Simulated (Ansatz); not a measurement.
# CoO: what the fields show

The calculation's input:

```
crystal:
  lattice:
    - [3.0589214194, 0.0, 0.0]
    - [-1.5294607097, 2.6491036574, 0.0]
    - [0.0, 0.0, 5.2098124166]
  atoms:
    - { symbol: Co, position: [0.0, 0.0, 0.0072213685], spin: -2.02 }
    - { symbol: Co, position: [0.3333333333, 0.6666666667, 0.5072045673], spin: 2.02 }
    - { symbol: O, position: [0.0, 0.0, 0.3677965657], spin: 0.14 }
    - { symbol: O, position: [0.3333333333, 0.6666666667, 0.8677784985], spin: -0.14 }
basis:
  ecutwfc: 420
kpoints:
  mp_grid: { grid: [18, 18, 8] }
hamiltonian:
  xc: pbesol
scf:
  occupations: { method: gaussian, width: 0.1 }
output:
  forces: true
  stress: true
  eigenvalues: true
  populations: true
  write_density: true
  write_potential: true
  elf: true
  volumetric_format: npy
magnetization:
  spin_polarized: true
relax:
  adjacent_minimum: "off"
  f_tol: 0.005
  max_steps: 80
  cell: { stress_tol: 0.05 }
```

Launched as:

```sh
ansatz run input.yaml --threads 1 --pin off --max-ram 2560MiB --backend cpu --events-out ev --progress --plain --runs-dir out
```

Below, planes, directions and counts refer to the cell of the magnetic structure (a = 3.05 Å, b = 3.05 Å, c = 5.25 Å, α = 90.00°, β = 90.00°, γ = 120.00°).

The fields are those of the run's last geometry, not of the input's.

Space group P6₃mc; a structure from a database of computed crystals, not necessarily the ambient phase; spin-polarised.

All numbers below come from Ansatz 0.2.0, DFT PBEsol, scalar-relativistic, plane waves, PAW.

In a PAW calculation such maps are meaningful between the atoms, not at the nuclei.

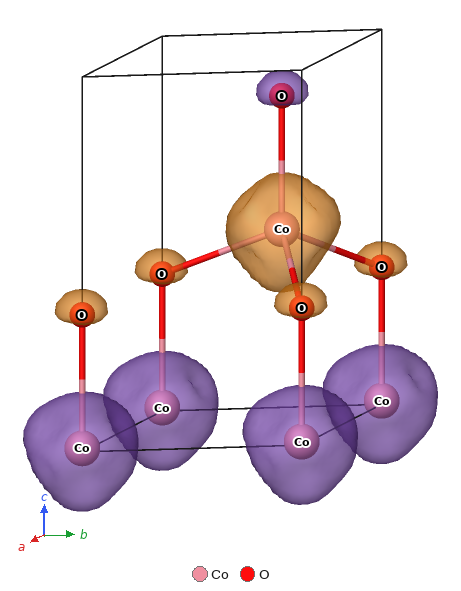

Figure 1. Isosurfaces of the spin density at +0.2 (orange) and −0.2 e/Å³ (purple), seen slightly off an axis. Sticks mark near contacts.

### Which atoms carry the moments, and with what signs?

The spin density sits on Co: +1.9 μB and −1.9 μB in one cell of 4 atoms, with smaller moments on O (±0.14 μB): antiferromagnetic in this solution, which needn't be the ground state, with some nearest magnetic neighbours parallel and some opposed. The cell of the calculation (4 atoms) carries 0.0 μB of net spin moment.

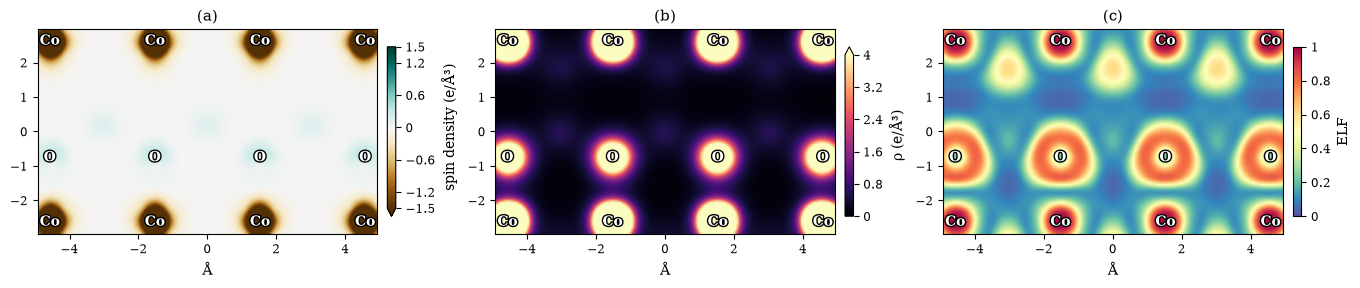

Figure 2. (a) spin density (up minus down); (b) valence charge density (pseudo); (c) electron localisation function on the (010) plane of the cell of the magnetic structure.

### Describe what can be read from this map.

The plane passes through Co and O nuclei. Atoms just off the plane (Co, 0.9 Å away and O, 0.9 Å away) can leave unmarked features too. Co–O (1.87 Å): ρ at the midpoint is about 0.86 e/Å³; the ELF peaks at about 0.85 in the valence shell of O, 0.6 Å from its nucleus, and is about 0.20 at the midpoint; no shared electron pair shows on this line. Between the atoms the lowest density in this plane is 0.06 e/Å³. The features right at Co lie inside the PAW spheres, where the map follows smoothed inner orbitals and isn't to be read closely.

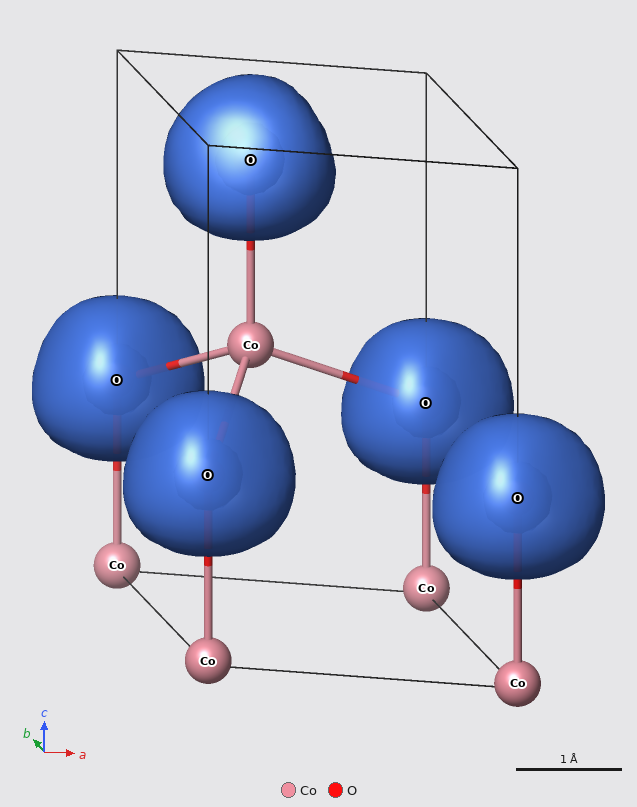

Figure 3. Isosurface of the electron localisation function at 0.65 (blue), seen slightly off an axis. Core shells and regions of very low density are left out. Sticks mark near contacts.

### What do the ELF domains correspond to?

At this value the surface marks out two regions wrapped around O (the valence shell of each), counted in one cell of 4 atoms. Any copies at cell faces, edges or corners count once.


 Co–O (1.92 Å): the ELF peaks at about 0.85 in the valence shell of O, 0.6 Å from its nucleus, and is about 0.20 at the midpoint (no shared electron pair shows on this line).

### Does the calculation make it a metal, or give it a gap?

It is gapless in this calculation (a metal or semimetal); semilocal functionals without U, or without the true magnetic order, often close the gap of such compounds.
